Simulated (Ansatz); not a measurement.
A series of calculations on Rh

Part 1: Vibrations

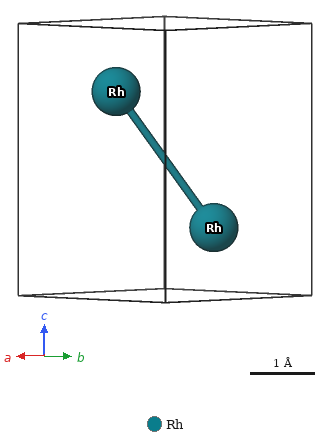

Phonons of a crystal of Rh relaxed at 11 GPa, space group P6₃/mmc (No. 194), at the zone centre. A ball-and-stick model of the cell of the calculation, seen from a free direction.

The calculation used DFT PBEsol, scalar-relativistic, plane waves, PAW in Ansatz 0.2.0.

Input
```yaml
crystal:
  lattice:
    - [2.6592274416, 0.0, 0.0]
    - [-1.3296137208, 2.3029585189, 0.0]
    - [0.0, 0.0, 4.2893607171]
  atoms:
    - { symbol: Rh, position: [0.6666666667, 0.3333333333, 0.75] }
    - { symbol: Rh, position: [0.3333333333, 0.6666666667, 0.25] }
basis:
  ecutwfc: 420
kpoints:
  mp_grid: { grid: [18, 18, 10] }
hamiltonian:
  xc: pbesol
scf:
  occupations: { method: fermi_dirac, width: 0.15 }
output:
  eigenvalues: true
phonons:
  method: dfpt
  eigenvectors: true
```

Command:
```bash
ansatz run input.yaml --threads 1 --pin off --max-ram 3072MiB --backend cpu --events-out ev --progress --plain --runs-dir out
```

The frequencies depend somewhat on the k-mesh and the smearing.

Question: List the optical modes.

Answer: The calculation's cell holds 2 atoms, so there are 3 optical modes, in 2 levels. The optical modes span E₂g + B₁g. No level is unstable.

```tsv
level	symmetry	frequency (cm⁻¹)	activity
1	E₂g	162	Raman-active
2	B₁g	273	silent
```

The displacement patterns (one member of each degenerate set):

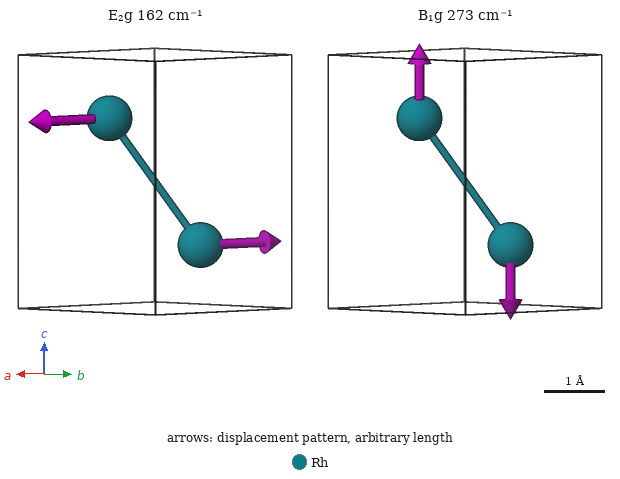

Part 2: Vibrations

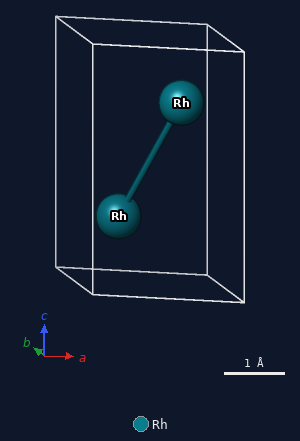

Normal modes of a crystal of Rh relaxed at 22 GPa, space group P6₃/mmc (No. 194), at the zone centre. The picture is a ball-and-stick view of the cell of the calculation, seen slightly off an axis.

Theory: Ansatz, DFT PBEsol, scalar-relativistic, plane waves, PAW.

Input
```yaml
crystal:
  lattice:
    - [2.6320426097, 0.0, 0.0]
    - [-1.3160213048, 2.2794157638, 0.0]
    - [0.0, 0.0, 4.2492335412]
  atoms:
    - { symbol: Rh, position: [0.6666666667, 0.3333333333, 0.75] }
    - { symbol: Rh, position: [0.3333333333, 0.6666666667, 0.25] }
basis:
  ecutwfc: 420
kpoints:
  mp_grid: { grid: [18, 18, 10] }
hamiltonian:
  xc: pbesol
scf:
  occupations: { method: fermi_dirac, width: 0.15 }
output:
  eigenvalues: true
phonons:
  method: dfpt
  eigenvectors: true
```

Command:
```bash
ansatz run input.yaml --threads 1 --pin off --max-ram 3072MiB --backend cpu --events-out ev --progress --plain --runs-dir out
```

The frequencies depend somewhat on the k-mesh and the smearing.

Which optical modes does it have, at what frequencies, and is it stable there?

Answer. The calculation's cell holds 2 atoms, so there are 3 optical modes, in 2 levels. The optical modes span E₂g + B₁g. No level is unstable.

```tsv
level	symmetry	frequency (cm⁻¹)	activity
1	E₂g	170	Raman-active
2	B₁g	294	silent
```

The displacement patterns (one member of each degenerate set):

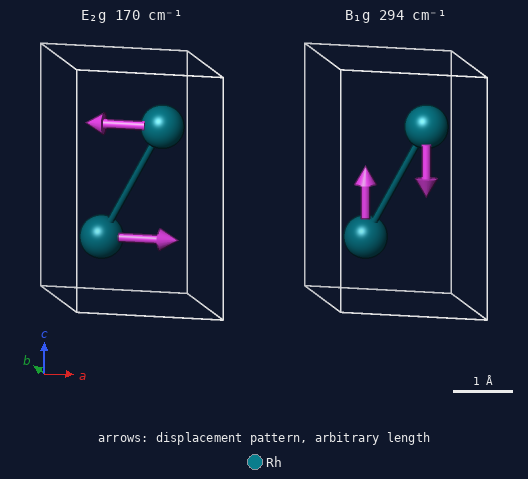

Part 3: One mode

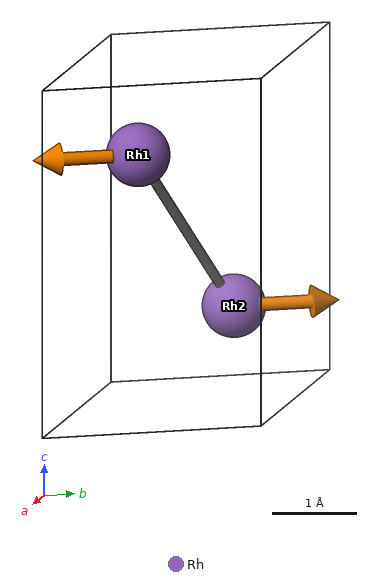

One vibrational mode of solid Rh relaxed at 5 GPa at the zone centre. Displacements are drawn as orange arrows; their common scale and sign are arbitrary. The picture is a ball-and-stick view of the cell of the calculation, seen slightly off an axis.

Computed with DFT PBEsol, scalar-relativistic, plane waves, PAW in Ansatz 0.2.0.

Input file:
```yaml
crystal:
  lattice:
    - [2.6760728256, 0.0, 0.0]
    - [-1.3380364128, 2.3175470493, 0.0]
    - [0.0, 0.0, 4.3140160293]
  atoms:
    - { symbol: Rh, position: [0.6666666667, 0.3333333333, 0.75] }
    - { symbol: Rh, position: [0.3333333333, 0.6666666667, 0.25] }
basis:
  ecutwfc: 420
kpoints:
  mp_grid: { grid: [18, 18, 10] }
hamiltonian:
  xc: pbesol
scf:
  occupations: { method: fermi_dirac, width: 0.15 }
output:
  eigenvalues: true
phonons:
  method: dfpt
  eigenvectors: true
```

Run as
```bash
ansatz run input.yaml --threads 1 --pin off --max-ram 3072MiB --backend cpu --events-out ev --progress --plain --runs-dir out
```

The frequencies depend somewhat on the k-mesh and the smearing.

Question: Give the symmetry, activity and frequency of this mode.

Answer: This is the E₂g mode (doubly degenerate; one member of the set is drawn) at 157 cm⁻¹, the lowest optical level, Raman-active by symmetry. All motion is along b; atoms of one kind move against one another, with no net shift of their sublattice.

Part 4: Softest mode

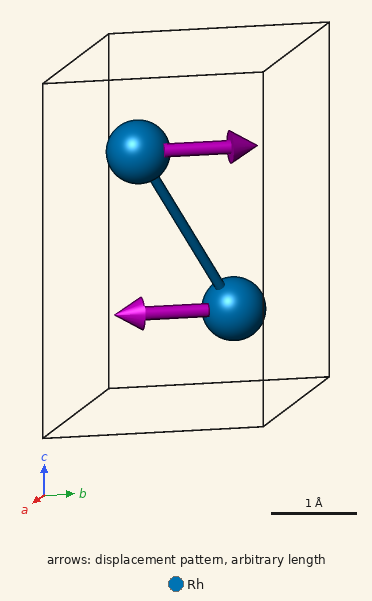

The lowest optical mode of a crystal of Rh, space group P6₃/mmc (No. 194), at the zone centre. Displacements are drawn as purple arrows; their common scale and sign are arbitrary. A ball-and-stick model of the cell of the calculation, seen slightly off an axis.

All numbers below come from DFT PBEsol, scalar-relativistic, plane waves, PAW (Ansatz 0.2.0). Settings: plane-wave cutoff 420 eV; k-point mesh 18 × 18 × 10; occupations fermi dirac; smearing width 0.15 eV; no spin polarisation.

The frequencies depend somewhat on the k-mesh and the smearing.

Question: Is this crystal at a minimum with respect to the drawn distortion?

Answer: Yes: this softest mode has a real frequency, and so have all others here. That speaks for this wave vector alone: the rest of the zone wasn't checked in this run. This is the E₂g mode (doubly degenerate; one member of the set is drawn) at 152 cm⁻¹, the lowest optical level, Raman-active by symmetry. All motion is along b; atoms of one kind move against one another, with no net shift of their sublattice.

Part 5: Softest mode

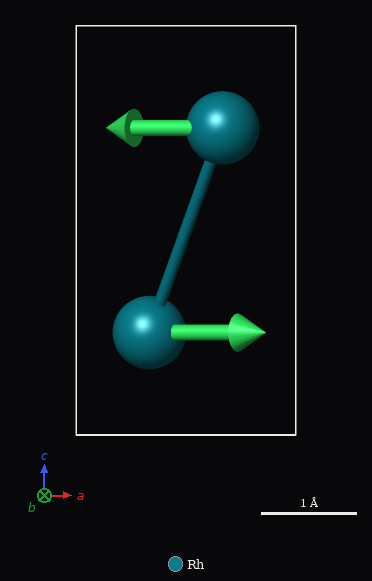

The lowest optical mode of a crystal of Rh at 0.98 times its rest volume, space group P6₃/mmc (No. 194), at the zone centre. The green arrows give the relative displacements of the atoms. The picture is a ball-and-stick view of the cell of the calculation, seen along the b axis.

All numbers below come from Ansatz 0.2.0, DFT PBEsol, scalar-relativistic, plane waves, PAW.

The input:
```yaml
crystal:
  lattice:
    - [2.6728259359, 0.0, 0.0]
    - [-1.3364129679, 2.3147351604, 0.0]
    - [0.0, 0.0, 4.3094101867]
  atoms:
    - { symbol: Rh, position: [0.6666666667, 0.3333333333, 0.75] }
    - { symbol: Rh, position: [0.3333333333, 0.6666666667, 0.25] }
basis:
  ecutwfc: 420
kpoints:
  mp_grid: { grid: [18, 18, 10] }
hamiltonian:
  xc: pbesol
scf:
  occupations: { method: fermi_dirac, width: 0.15 }
output:
  eigenvalues: true
phonons:
  method: dfpt
  eigenvectors: true
```

Command:
```bash
ansatz run input.yaml --threads 1 --pin off --max-ram 3072MiB --backend cpu --events-out ev --progress --plain --runs-dir out
```

The frequencies depend somewhat on the k-mesh and the smearing.

Is this crystal at a minimum with respect to the drawn distortion?

Answer. Yes: this softest mode has a real frequency, and so have all others here. That speaks for this wave vector alone: the rest of the zone wasn't checked in this run. This is the E₂g mode (doubly degenerate; one member of the set is drawn) at 158 cm⁻¹, the lowest optical level, Raman-active by symmetry. All motion is along a; atoms of one kind move against one another, with no net shift of their sublattice.
